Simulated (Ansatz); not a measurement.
## Single-point calculation of LiNbO3 (part 1 of 2)

System: LiNbO3 (slab, 30 atoms in the cell).
Method: DFT PBEsol, scalar-relativistic, plane waves, PAW, no spin polarisation (Ansatz 0.2.0).

The structure derives from an entry of the Crystallography Open Database. It belongs to a series of runs on one base structure; here: (1 0 1) slab cut from the bulk. Figures and captions count atoms from 1; the log counts them from 0 in places.

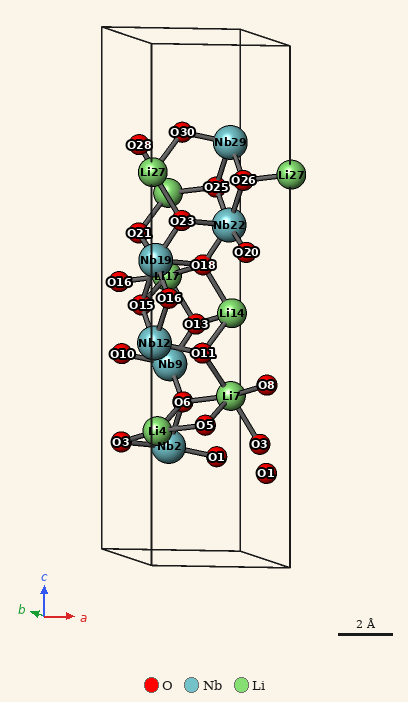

Figure 1. The structure (ball-and-stick view of the cell of the calculation, with the vacuum cut short, seen slightly off an axis; atoms are numbered from 1 in the order of the input). An atom can appear more than once, as a periodic image.

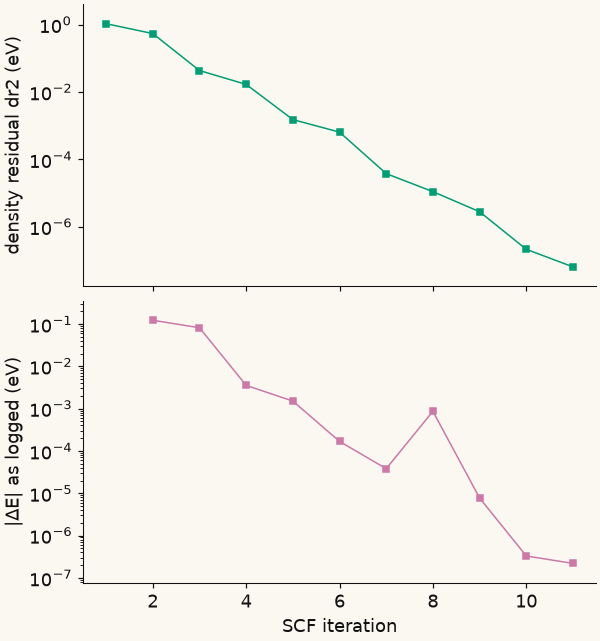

Figure 2. Convergence of the self-consistent field: density residual dr2 and size of the energy change against the SCF iteration. The residual falls at every step.

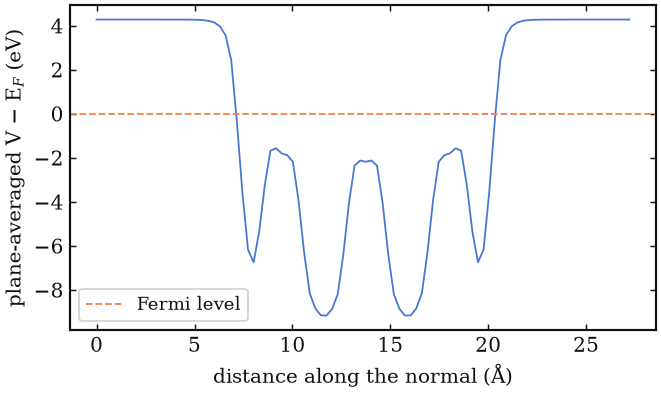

Figure 3. Plane average of the electrostatic potential energy of an electron across the cell, from the Fermi level. The vacuum level lies 4.28 eV above the Fermi level.

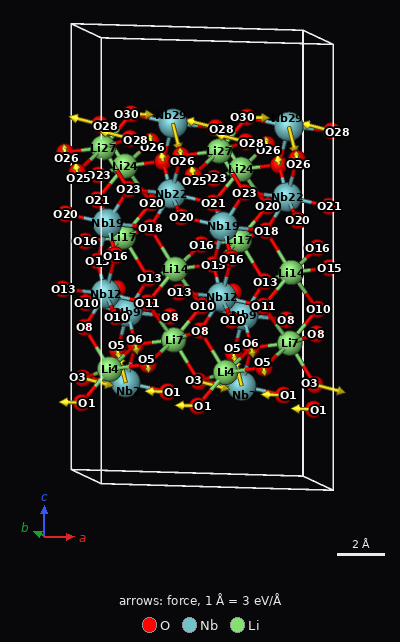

Figure 4. Forces on the atoms as yellow arrows (ball-and-stick view of the 2 × 1 repeat of the cell, with the vacuum cut short, seen slightly off an axis; bonded neighbours outside the cell are drawn too; atoms are numbered from 1 in the order of the input); the smallest are left out. The largest act on O3, O28 (4.37 eV/Å); Nb2, Nb29 (3.94 eV/Å); O1, O30 (3.14 eV/Å); O6, O25 (1.47 eV/Å). The geometry is not a stationary point of this energy.

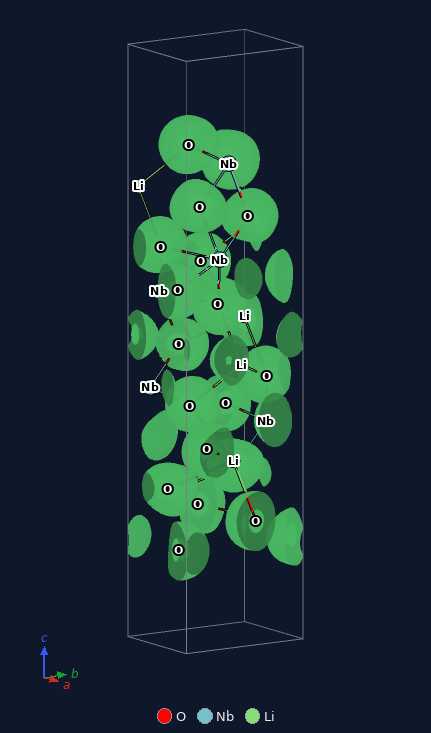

Figure 5. Isosurface of the electron localisation function at 0.7 (green), seen slightly off an axis. Only the valence region is drawn (cores and ρ < 0.01 e/Å³ removed). Sticks mark near contacts. Values along the shortest contacts: Nb–O (1.89 Å): the ELF peaks at about 0.80 in the valence shell of O, 0.6 Å from its nucleus, and drops to about 0.35 between the two atoms. Li–O (2.14 Å): the ELF is about 0.50 at the midpoint. The fields are those of the smooth PAW valence density.

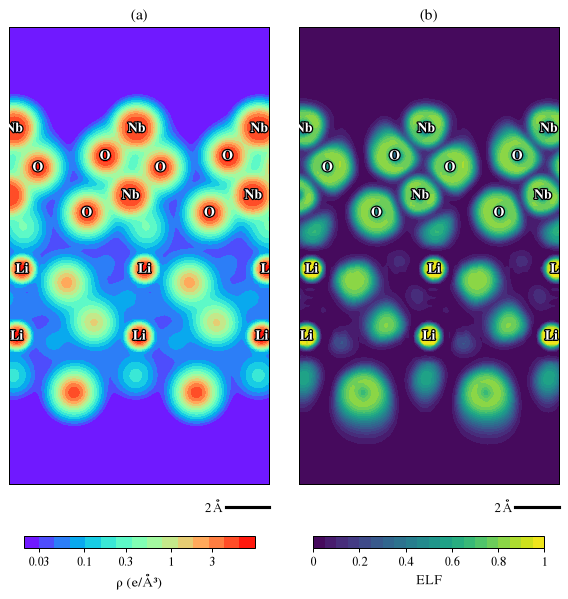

Figure 6. (a) valence charge density (pseudo); (b) electron localisation function on the (100) plane of the calculation cell, a cut from vacuum to vacuum. Nb–O (1.89 Å): ρ at the midpoint is about 1.2 e/Å³; the ELF peaks at about 0.80 in the valence shell of O, 0.6 Å from its nucleus, and drops to about 0.35 between the two atoms. Nb–O (2.12 Å): the density is about 0.65 e/Å³ at the midpoint; the ELF peaks at about 0.80 in the valence shell of O, 0.6 Å from its nucleus, and drops to about 0.20 between the two atoms. The density dies away to nearly zero in the vacuum. The strong features right at Li and Nb lie inside the PAW spheres (semicore, d or f shells) and say nothing about bonding.

The input and output of the run follow.

### The input
```yaml
crystal:
  lattice:
    - [5.1951977187, 0.0, 0.0]
    - [-2.5975988593, 4.9596543337, 0.0]
    - [0.0, 0.0, 27.4958132697]
  atoms:
    - { symbol: O, position: [0.8371933402, 0.0197662174, 0.2727688003] }
    - { symbol: Nb, position: [0.4402563294, 0.8805126588, 0.2885776329] }
    - { symbol: O, position: [0.997831763, 0.5998454551, 0.2996839626] }
    - { symbol: Li, position: [0.1509798552, 0.3019597104, 0.3216839127] }
    - { symbol: O, position: [0.4347703041, 0.1283430003, 0.334504927] }
    - { symbol: O, position: [0.4766944226, 0.694586453, 0.3535531424] }
    - { symbol: Li, position: [0.7604848714, 0.5209697429, 0.3663741566] }
    - { symbol: O, position: [0.9136329636, 0.2230839981, 0.3883741067] }
    - { symbol: Nb, position: [0.4712083972, 0.9424167945, 0.3994804364] }
    - { symbol: O, position: [0.0742713864, 0.8031632358, 0.415289269] }
    - { symbol: O, position: [0.4743482491, 0.2940760352, 0.4287397657] }
    - { symbol: Nb, position: [0.0774112383, 0.1548224765, 0.4445485982] }
    - { symbol: O, position: [0.6349866719, 0.8741552729, 0.4556549279] }
    - { symbol: Li, position: [0.7881347641, 0.5762695281, 0.477654878] }
    - { symbol: O, position: [0.0719252129, 0.402652818, 0.4904758923] }
    - { symbol: O, position: [0.1138493314, 0.9688962707, 0.5095241077] }
    - { symbol: Li, position: [0.3976397803, 0.7952795606, 0.522345122] }
    - { symbol: O, position: [0.5507878725, 0.4973938159, 0.5443450721] }
    - { symbol: Nb, position: [0.1083633061, 0.2167266122, 0.5554514018] }
    - { symbol: O, position: [0.7114262953, 0.0774730536, 0.5712602343] }
    - { symbol: O, position: [0.111503158, 0.5683858529, 0.584710731] }
    - { symbol: Nb, position: [0.7145661471, 0.4291322943, 0.6005195636] }
    - { symbol: O, position: [0.2721415807, 0.1484650906, 0.6116258933] }
    - { symbol: Li, position: [0.4252896729, 0.8505793459, 0.6336258434] }
    - { symbol: O, position: [0.7090801218, 0.6769626358, 0.6464468576] }
    - { symbol: O, position: [0.7510042403, 0.2432060885, 0.665495073] }
    - { symbol: Li, position: [0.0347946892, 0.0695893784, 0.6783160873] }
    - { symbol: O, position: [0.1879427814, 0.7717036336, 0.7003160374] }
    - { symbol: Nb, position: [0.745518215, 0.49103643, 0.7114223671] }
    - { symbol: O, position: [0.3485812042, 0.3517828713, 0.7272311997] }
basis:
  ecutwfc: 420
kpoints:
  mp_grid: { grid: [6, 6, 1] }
hamiltonian:
  xc: pbesol
scf:
  occupations: { method: gaussian, width: 0.05 }
output:
  forces: true
  stress: true
  eigenvalues: true
  write_density: true
  write_potential: true
  elf: true
  volumetric_format: npy
efield:
  axis: 3
  dipole_correction: true
  ramp_width: 0.04
```

Run as:
```bash
ansatz run input.yaml --threads 4 --pin off --max-ram 10240MiB --backend cpu --events-out ev --progress --plain --runs-dir out
```

### Log
```
Engine: ansatz 0.2.0, x86_64-unknown-linux-gnu
Pseudopotentials: kind: paw
Pseudopotential: O, paw, valence charge 6, recommended cutoff 420 eV (normal), O.paw.azcp
Pseudopotential: Nb, paw, valence charge 13, recommended cutoff 420 eV (normal), Nb.paw.azcp
Pseudopotential: Li, paw, valence charge 3, recommended cutoff 420 eV (normal), Li.paw.azcp
Functional definition: PBEsol
  exchange = pbesol_x
  correlation = pbesol_c
Crystal: 30 atoms, lattice volume = 708.468 Å³
Basis set: ecut = 420 eV, 13895 PW (Γ), exchange–correlation on 72×80×384 points (8 copies of the dense FFT grid, shifted against one another)
Bands: 132, of which v1, the nominal top of the filled ones, is band 102 counted from 1 (101 counted from 0)
Symmetry: 1 space group operations
k-points: 20 of 36 (time reversal used)
Non-local potential: O, projectors of the file, l = 0: 2, l = 1: 2, l = 2: 1
Non-local potential: Nb, projectors of the file, l = 0: 3, l = 1: 2, l = 2: 2, l = 3: 1
Non-local potential: Li, projectors of the file, l = 0: 3, l = 1: 2, l = 2: 1
PAW form: soft (Blöchl's): semilocal exchange-correlation on the pseudo side does not see the compensation charge
PAW frozen core: O, regenerated for the run's functional, and the local potential with it (the file was generated under x = pbe(κ = 0.804, μ = 0.2195149727645171), c = pbe(β = 0.06672455060314922))
PAW frozen core: Nb, regenerated for the run's functional, and the local potential with it (the file was generated under x = pbe(κ = 0.804, μ = 0.2195149727645171), c = pbe(β = 0.06672455060314922))
PAW one-centre angular grid: O, 110 points (default); XC on 64 Gauss nodes
PAW one-centre angular grid: Nb, 590 points (default); XC on 64 Gauss nodes
PAW one-centre angular grid: Li, 110 points (default); XC on 64 Gauss nodes
Initial density: superposition of atomic densities (neutral atoms: chi_scale 0, normalization atom), corrected by the library's trained network
Initial wavefunctions: pseudopotential atomic-orbital guess
Functional: x = pbesol(κ = 0.804, μ = 0.12345679012345678), c = pbesol(β = 0.046)
```
